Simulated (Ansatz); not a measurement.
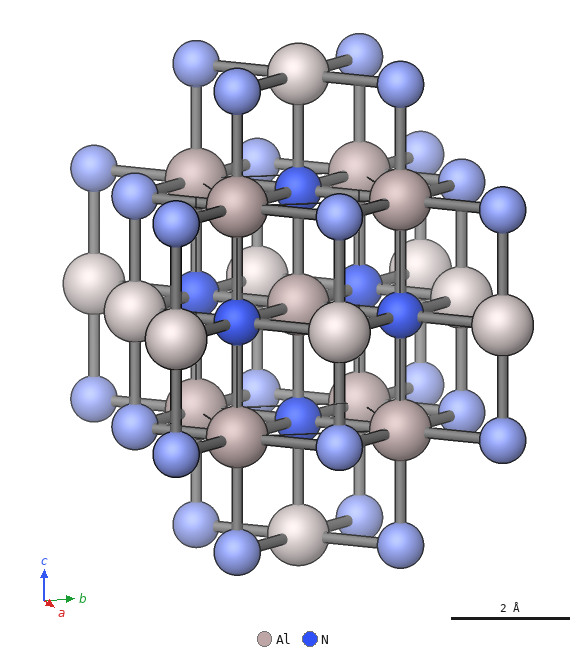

An orthographic ball-and-stick view of the structure, slightly off an axis. The parallelepiped is the conventional unit cell. Every bond is drawn to its end, so some atoms lie outside the box, in fainter colours.

AlN, space group I4/mmm (No. 139), a = 2.855 Å, b = 2.855 Å, c = 3.965 Å, α = 90.00°, β = 90.00°, γ = 90.00°. Starting structure: a structure type filled with these elements by a generator (whether the compound takes this form wasn't checked). The cell was then strained or its atoms displaced on purpose. It was run through Ansatz as a DFT input.

This one geometry was computed with Ansatz (DFT, plane waves, PAW) at three levels of theory: HSE06, r2SCAN and PBE. It was relaxed with r2SCAN and then strained.

Q: Which level gives the highest pressure at this volume, and what does that say about its equilibrium volume?

A: Highest: PBE (11.8 GPa), which points to the largest equilibrium volume. Lowest, with the smallest volume: HSE06 (3.8 GPa). Levels within 0.5 GPa of each other can't be told apart.

Q: How does the band gap change with the level of theory?

A: PBE: a gap of 4.69 eV, indirect; r2SCAN: a gap of 5.55 eV, indirect; HSE06: a gap of 6.11 eV, indirect.

Q: Collect the results in a table.

A:
| level | cutoff (eV) | k-mesh of the run's cell | gap (eV) | pressure (GPa) |
| --- | --- | --- | --- | --- |
| HSE06 | 420 | 8×8×8 | 6.11 | 3.8 |
| r2SCAN | 500 | 10×10×10 | 5.55 | 5.4 |
| PBE | 420 | 10×10×10 | 4.69 | 11.8 |

Gaps are taken on the k-mesh or band path of each run.
